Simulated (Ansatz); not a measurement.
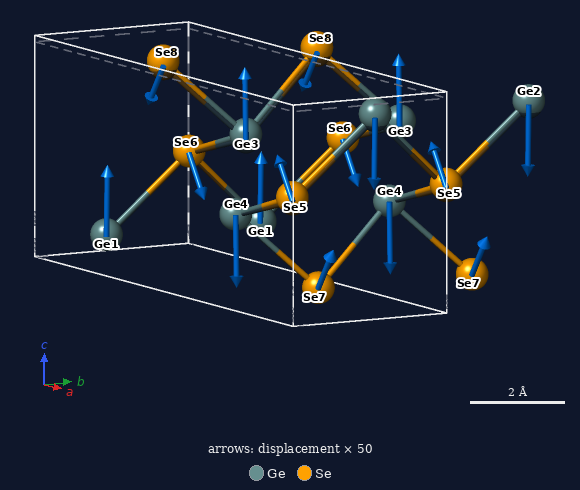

A crystal of GeSe (built on the database structure type) at its r2SCAN-relaxed geometry, drawn pale, and a changed version of it, drawn solid. The blue arrows show how the atoms are displaced (without the part that the change of the cell carries along), magnified 50 times. A ball-and-stick model of the cell of the calculation, repeated 1 × 2 × 1 with one cell outlined, seen from a free direction.

Level of theory: Ansatz, DFT, r2SCAN, plane waves, PAW. Settings: plane-wave cutoff 500 eV; k-point mesh 2 × 6 × 6; occupations fixed; no spin polarisation.

Describe the change and its computed effect.

The cell is strained by +3.0 % along c and none across it (volume +3.0 %). The atoms were relaxed with r2SCAN under that strain, and this is a single point on that geometry. Energy change: +2.0 meV per atom. The pressure goes from 0.0 to −0.6 GPa. The principal stresses (compression positive) are −0.2 GPa along a and −0.8 GPa across it. The forces stay under 0.01 eV/Å. The space group stays Pnma (No. 62).

Limits of the set-up: layers or molecules are held without a dispersion correction, so their spacing is unreliable.
